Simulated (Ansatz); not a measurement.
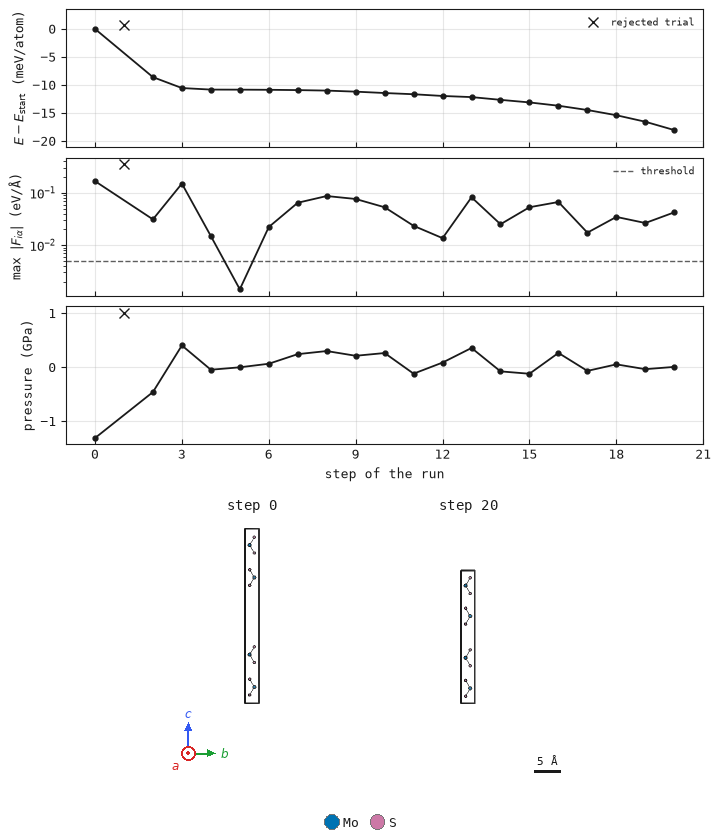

First and last geometry of a relaxation of solid MoS₂ (built on the database structure type), with the history of the run. The picture is a ball-and-stick view of the cell of the calculation, seen along the a axis.

Method: DFT, PBE-D3(BJ), plane waves, PAW (Ansatz). Set-up: plane-wave cutoff 420 eV; k-point mesh 12 × 12 × 2; occupations fermi dirac; smearing width 0.02 eV; no spin polarisation; cell and atoms relaxed; force threshold 0.005 eV/Å.

**Read the history and describe the run.**

The run was cut off at its time limit before the relaxation converged, so the last structure is only a point on the way. The largest moves relative to the cell, 2.07 Å, are those of S atoms. Largest moves by element: S 2.07 Å, Mo 1.69 Å. The drawn cell changes as follows: a = b 3.184 → 3.151 Å (−1.0 %), c 34.479 → 26.238 Å (−23.9 %); the volume changes by −25.5 %. Near-neighbour distances that change, for instance: Mo–S 2.406 → 2.400 Å. The space group stays P-3m1 (No. 164). The energy falls by 18.0 meV per atom in 19 accepted moves (20 points after the start). The largest force component goes from 0.17 to 0.042 eV/Å. Pressure: −1.31 GPa at the start and 0.01 GPa at the end. The line search rejected the trial step at point 1 of the run. The run took 3.5 min on 8 threads of Arm Neoverse N1 (shared host), peak memory 1.5 GiB.

```
step  E − E(0), meV/atom  largest force component, eV/Å  pressure, GPa  volume, Å³/atom      note
   0                0.00                         0.1681          -1.31           25.222          
   1                0.61                         0.3614           1.01           23.154  rejected
   2               -8.60                         0.0312          -0.46           24.154          
   3              -10.55                         0.1507           0.40           23.490          
   4              -10.82                         0.0149          -0.05           23.399          
   5              -10.83                         0.0014           0.00           23.378          
   6              -10.86                         0.0222           0.07           23.294          
   7              -10.91                         0.0648           0.24           22.977          
   8              -11.00                         0.0872           0.30           22.726          
   9              -11.19                         0.0765           0.21           22.379          
  10              -11.43                         0.0531           0.26           21.946          
  11              -11.65                         0.0234          -0.12           21.697          
  12              -11.96                         0.0136           0.09           21.246          
  13              -12.16                         0.0825           0.36           20.931          
  14              -12.65                         0.0251          -0.08           20.620          
  15              -13.11                         0.0532          -0.12           20.327          
  16              -13.70                         0.0670           0.27           19.963          
  17              -14.46                         0.0173          -0.07           19.707          
  18              -15.39                         0.0347           0.05           19.388          
  19              -16.56                         0.0265          -0.04           19.112          
  20              -18.04                         0.0425           0.01           18.802
```
